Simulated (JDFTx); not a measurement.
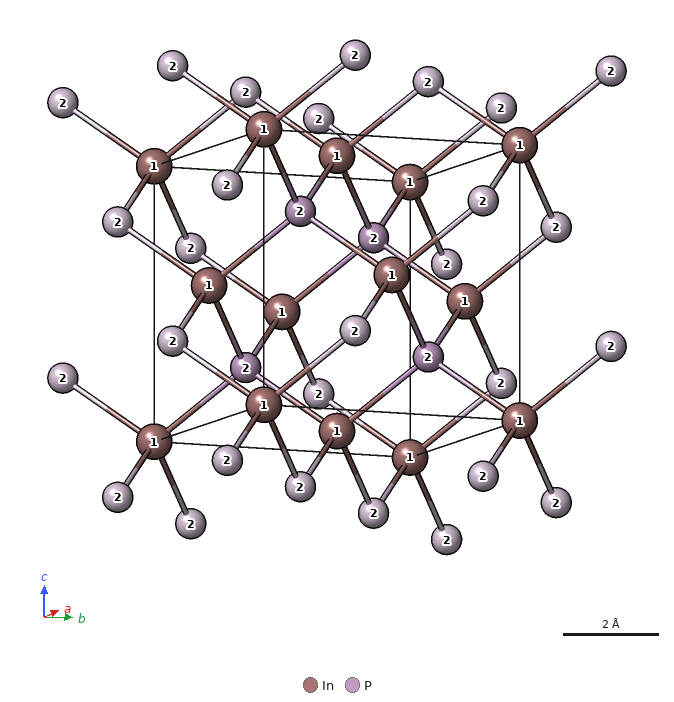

The structure as given in the input (ball-and-stick view of the cell 4 times as large as that of the calculation, set on its symmetry axes, seen at an oblique angle; neighbours outside the cell are drawn fainter; atoms are numbered from 1 in the order of the input). Near neighbours in the crystal (not all of them lie inside the picture): In has 4 P at 2.54 Å; P has 4 In at 2.54 Å.

# Converge calculation, with input and output: InP

System: InP (F-43m, 2 atoms in the cell).
Method: Kohn-Sham DFT of a periodic cell, PBE, PseudoDojo-SR-PBE-0.5-stringent, no spin polarisation (JDFTx 1.7.0 (patched build)).

The structure derives from an entry of the Crystallography Open Database.

## Input
```
lattice \
    0.0000000000     5.5378424082     5.5378424082 \
    5.5378424082     0.0000000000     5.5378424082 \
    5.5378424082     5.5378424082     0.0000000000
coords-type Lattice
ion In     0.0000000000     0.0000000000     0.0000000000 1
ion P      0.7500000000     0.7500000000     0.7500000000 1

ion-species pseudo/In.upf
ion-species pseudo/P.upf
elec-cutoff 41 328
elec-ex-corr gga-PBE
kpoint-folding 3 3 3
elec-smearing Fermi 0.0018374661
elec-n-bands 19
electronic-SCF nIterations 100 energyDiffThreshold 1e-09
electronic-minimize nIterations 30 energyDiffThreshold 1e-7
converge-empty-states yes
forces-output-coords Cartesian

dump-name run.$VAR
dump End Ecomponents EigStats BandEigs Kpoints Forces Stress
```

Machine: 1 thread of Arm Neoverse V1, 24 GiB of memory available, shared host.

Run as:
```bash
jdftx -c 1 -i InP.in -o InP.out
```

## Output
```
*************** JDFTx 1.7.0 (patched build) ***************

Input parsed successfully to the following command list (including defaults):
[... the input with its defaults ...]

---------- Setting up symmetries ----------

Found 48 point-group symmetries of the bravais lattice
Found 24 space-group symmetries with basis
Applied RMS atom displacement 0 bohrs to make symmetries exact.

---------- Initializing the Grid ----------
R =
[            0      5.53784      5.53784  ]
[      5.53784            0      5.53784  ]
[      5.53784      5.53784            0  ]
unit cell volume = 339.666
G =
[  -0.567295   0.567295   0.567295  ]
[   0.567295  -0.567295   0.567295  ]
[   0.567295   0.567295  -0.567295  ]
Minimum fftbox size, Smin = [  64  64  64  ]
Chosen fftbox size, S = [  64  64  64  ]

---------- Initializing tighter grid for wavefunction operations ----------
R =
[            0      5.53784      5.53784  ]
[      5.53784            0      5.53784  ]
[      5.53784      5.53784            0  ]
unit cell volume = 339.666
G =
[  -0.567295   0.567295   0.567295  ]
[   0.567295  -0.567295   0.567295  ]
[   0.567295   0.567295  -0.567295  ]
Minimum fftbox size, Smin = [  48  48  48  ]
Chosen fftbox size, S = [  48  48  48  ]

---------- Exchange Correlation functional ----------
Initalized PBE GGA exchange.
Initalized PBE GGA correlation.

---------- Setting up pseudopotentials ----------
Width of ionic core gaussian charges (only for fluid interactions / plotting) set to 0

Reading pseudopotential file 'pseudo/In.upf':
  'In' pseudopotential, 'PBE' functional
  Generated using ONCVPSP code by D. R. Hamann
  21 valence electrons, 5 orbitals, 6 projectors, 1001 radial grid points, with lMax = 2
    4S    l: 0   occupation:  2.0   eigenvalue: -4.397411
    4P    l: 1   occupation:  6.0   eigenvalue: -2.871232
    4D    l: 2   occupation: 10.0   eigenvalue: -0.684392
    5S    l: 0   occupation:  2.0   eigenvalue: -0.301765
    5P    l: 1   occupation:  1.0   eigenvalue: -0.092561
  Core radius for overlap checks: 1.60 bohrs.

Reading pseudopotential file 'pseudo/P.upf':
  'P' pseudopotential, 'PBE' functional
  Generated using ONCVPSP code by D. R. Hamann
  5 valence electrons, 2 orbitals, 6 projectors, 1001 radial grid points, with lMax = 2
    3S    l: 0   occupation:  2.0   eigenvalue: -0.513364
    3P    l: 1   occupation:  3.0   eigenvalue: -0.202372
  Core radius for overlap checks: 1.66 bohrs.

Initialized 2 species with 2 total atoms.

Folded 1 k-points by 3x3x3 to 27 k-points.

---------- Setting up k-points, bands, fillings ----------
Adding inversion symmetry to k-mesh for non-inversion-symmetric unit cell.
Reduced to 4 k-points under symmetry.
Computing the number of bands and number of electrons
Calculating initial fillings.
nElectrons:  26.000000   nBands: 19   nStates: 4

----- Setting up reduced wavefunction bases (one per k-point) -----
average nbasis = 4264.704 , ideal nbasis = 4259.136

---------- Setting up ewald sum ----------
Optimum gaussian width for ewald sums = 2.515192 bohr.
Real space sum over 1331 unit cells with max indices [  5  5  5  ]
Reciprocal space sum over 2197 terms with max indices [  6  6  6  ]

---------- Allocating electronic variables ----------
Initializing wave functions:  linear combination of atomic orbitals
Note: number of bands (19) exceeds available atomic orbitals (17)
In pseudo-atom occupations:   s ( 2 2 )  p ( 6 1 )  d ( 10 )
P pseudo-atom occupations:   s ( 2 )  p ( 3 )
	FillingsUpdate:  mu: +0.349097197  nElectrons: 26.000000
LCAOMinimize: Iter:   0  F: -197.0036447271429552  |grad|_K:  7.759e-03  alpha:  1.000e+00
	FillingsUpdate:  mu: +0.326432097  nElectrons: 26.000000
LCAOMinimize: Iter:   1  F: -197.0254855532085969  |grad|_K:  3.348e-04  alpha:  4.683e-01  linmin: -2.453e-01  cgtest:  9.264e-01
LCAOMinimize: Encountered beta<0, resetting CG.
[... 5 lines of inner loops ...]
LCAOMinimize: Iter:   4  F: -197.0255276387677839  |grad|_K:  4.216e-07  alpha:  8.996e-01  linmin:  2.595e-04  cgtest: -6.969e-03
	FillingsUpdate:  mu: +0.325693776  nElectrons: 26.000000
LCAOMinimize: Iter:   5  F: -197.0255276388440109  |grad|_K:  1.193e-07  alpha:  5.716e-01  linmin: -1.864e-02  cgtest:  1.006e-01
LCAOMinimize: Converged (|Delta F|<1.000000e-06 for 2 iters).

-------- Electronic minimization -----------
Will mix electronic density at each iteration.
	FillingsUpdate:  mu: +0.325693776  nElectrons: 26.000000
	FillingsUpdate:  mu: +0.317332531  nElectrons: 26.000000
SCF: Cycle:  0   F: -197.061657107489708   dF: -3.613e-02   |Residual|: 4.710e-02   |deigs|: 9.228e-02
	FillingsUpdate:  mu: +0.318647941  nElectrons: 26.000000
SCF: Cycle:  1   F: -197.062856441980813   dF: -1.199e-03   |Residual|: 2.639e-02   |deigs|: 1.323e-02
	FillingsUpdate:  mu: +0.321495931  nElectrons: 26.000000
SCF: Cycle:  2   F: -197.063043395047515   dF: -1.870e-04   |Residual|: 5.047e-03   |deigs|: 6.238e-03
	FillingsUpdate:  mu: +0.322525327  nElectrons: 26.000000
SCF: Cycle:  3   F: -197.063061365814121   dF: -1.797e-05   |Residual|: 2.033e-03   |deigs|: 6.349e-04
	FillingsUpdate:  mu: +0.323240570  nElectrons: 26.000000
SCF: Cycle:  4   F: -197.063065779107376   dF: -4.413e-06   |Residual|: 9.072e-04   |deigs|: 7.980e-04
	FillingsUpdate:  mu: +0.323265768  nElectrons: 26.000000
SCF: Cycle:  5   F: -197.063066361721326   dF: -5.826e-07   |Residual|: 2.093e-04   |deigs|: 1.697e-04
	FillingsUpdate:  mu: +0.323270541  nElectrons: 26.000000
SCF: Cycle:  6   F: -197.063066437995730   dF: -7.627e-08   |Residual|: 8.515e-05   |deigs|: 6.954e-05
	FillingsUpdate:  mu: +0.323273985  nElectrons: 26.000000
SCF: Cycle:  7   F: -197.063066453423914   dF: -1.543e-08   |Residual|: 2.549e-05   |deigs|: 1.051e-05
	FillingsUpdate:  mu: +0.323275867  nElectrons: 26.000000
SCF: Cycle:  8   F: -197.063066457669294   dF: -4.245e-09   |Residual|: 1.374e-05   |deigs|: 8.529e-06
	FillingsUpdate:  mu: +0.323276808  nElectrons: 26.000000
SCF: Cycle:  9   F: -197.063066459158392   dF: -1.489e-09   |Residual|: 1.364e-05   |deigs|: 3.838e-06
	FillingsUpdate:  mu: +0.323276459  nElectrons: 26.000000
SCF: Cycle: 10   F: -197.063066459726826   dF: -5.684e-10   |Residual|: 5.970e-06   |deigs|: 3.623e-06
	FillingsUpdate:  mu: +0.323276432  nElectrons: 26.000000
SCF: Cycle: 11   F: -197.063066459942519   dF: -2.157e-10   |Residual|: 1.675e-06   |deigs|: 2.663e-06
SCF: Converged (|Delta E|<1.000000e-09 for 2 iters).

Setting wave functions to eigenvectors of Hamiltonian
Converging empty states (this may take a while): |deigs|: 4.814e-06

# Stress tensor in Cartesian coordinates [Eh/a0^3]:
[ -0.000143173            0            0  ]
[            0 -0.000143173            0  ]
[            0            0 -0.000143173  ]

# Ionic positions in lattice coordinates:
ion In   0.000000000000000   0.000000000000000   0.000000000000000 1
ion P   0.750000000000000   0.750000000000000   0.750000000000000 1

# Forces in Cartesian coordinates:
force In   0.000000000000000  -0.000000000000000   0.000000000000000 1
force P   0.000000000000000  -0.000000000000000   0.000000000000000 1

# Energy components:
   Eewald =     -104.0546168680205170
       EH =       74.5095366696740768
     Eloc =     -201.1117519314962010
      Enl =      -15.8412060480210268
      Exc =      -30.1551203920857205
 Exc_core =        9.3084146932682916
       KE =       70.2816816921458098
-------------------------------------
     Etot =     -197.0630621845353403
       TS =        0.0000042754071712
-------------------------------------
        F =     -197.0630664599425188

IonicMinimize: Iter:   0  F: -197.063066459942519  |grad|_K:  5.150e-36
IonicMinimize: Converged (|grad|_K<1.000000e-04).

#--- Lowdin population analysis ---
# oxidation-state In +0.322
# oxidation-state P -0.285

Dumping 'run.eigStats' ...
	eMin: -3.922166 at state 0 ( [ +0.000000 +0.000000 +0.000000 ] spin 0 )
	HOMO: +0.309864 at state 0 ( [ +0.000000 +0.000000 +0.000000 ] spin 0 )
	mu  : +0.323276
	LUMO: +0.334667 at state 0 ( [ +0.000000 +0.000000 +0.000000 ] spin 0 )
	eMax: +0.687300 at state 2 ( [ +0.000000 +0.333333 +0.333333 ] spin 0 )
	HOMO-LUMO gap: +0.024804
	Optical gap  : +0.024804 at state 0 ( [ +0.000000 +0.000000 +0.000000 ] spin 0 )
Done!
```

## Key numbers

| quantity | value |
| --- | --- |
| outcome | converged |
| space group (tolerance 0.01 Å) | F-43m (216) |
| electrons treated | 26 |
| free energy | −5362.3592 eV |
| Fermi energy | 8.797 eV |
| gap on the k-point mesh | 0.67 eV |
| pressure | 4.21 GPa |
| largest force (length of the vector) | under 0.001 eV/Å |
| wall time | 22 s |
| peak memory | 0.13 GiB |

## Remarks

Settings chosen away from the usual ones: k_mesh set to [3, 3, 3]. The settings depart from the standard set-up of this series, which can bear on the numbers.
